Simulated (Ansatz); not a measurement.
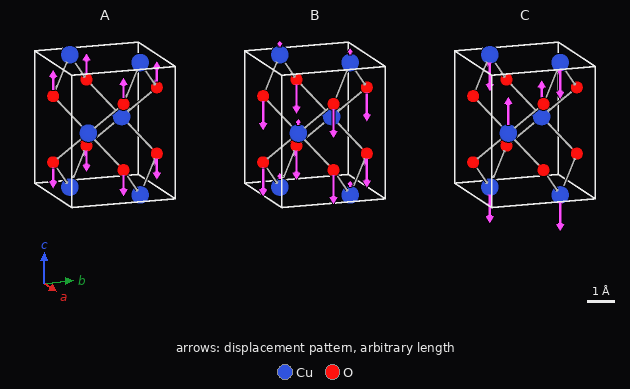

Modes of a crystal of CuO, space group Cccm (No. 66), at the zone centre. The pink arrows give the relative displacements of the atoms. Style: ball-and-stick. Shown: the conventional cell (2 times the calculation's cell), slightly off an axis. Lengths and directions refer to the drawn axes.

Computed with DFT PBE+U, scalar-relativistic, plane waves, PAW in Ansatz 0.2.0.

The frequencies depend somewhat on the k-mesh and the smearing.

> Give the symmetry species and the selection rules of each.

A is B₁g, Raman-active by symmetry (475 cm⁻¹). B is B₁u, infrared-active by symmetry (494 cm⁻¹). C is A_u, silent by symmetry (neither infrared- nor Raman-active) (277 cm⁻¹). The crystal has a centre of inversion, so no mode is both. In a metal the free carriers screen the infrared response.
